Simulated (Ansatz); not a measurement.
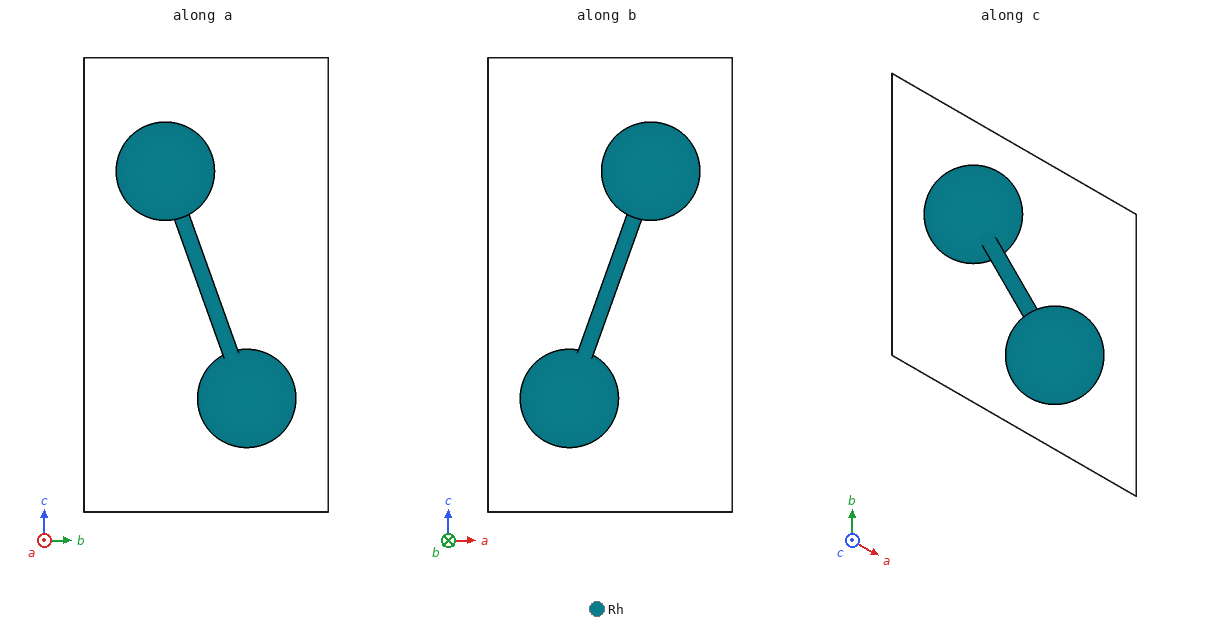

An orthographic ball-and-stick view of the structure, along the a axis, along the b axis and along the c axis. Lines trace the edges of the conventional unit cell.

Lattice parameters: a = 2.8284 Å, b = 2.8284 Å, c = 4.5588 Å, α = 90.000°, β = 90.000°, γ = 120.000°.

> Write down what is shown as a CIF with its space group and independent sites.

```cif
data_structure
_symmetry_space_group_name_H-M 'P 63/m m c'
_symmetry_Int_Tables_number 194
_cell_length_a 2.8284
_cell_length_b 2.8284
_cell_length_c 4.5588
_cell_angle_alpha 90.000
_cell_angle_beta 90.000
_cell_angle_gamma 120.000
_cell_volume 31.58
loop_
_atom_site_label
_atom_site_type_symbol
_atom_site_symmetry_multiplicity
_atom_site_Wyckoff_symbol
_atom_site_fract_x
_atom_site_fract_y
_atom_site_fract_z
_atom_site_occupancy
Rh1 Rh 2 c 0.6667 0.3333 0.7500 1
```

The cell started as a structure type filled with this element by a generator (whether the element takes this form wasn't checked). Earlier steps of the study may have refined or changed the cell and positions. It was run through Ansatz as a DFT input.

At this level of theory the cell isn't at rest (stretched, at -21 GPa), so its distances can differ from those at equilibrium, the more so the softer the solid.
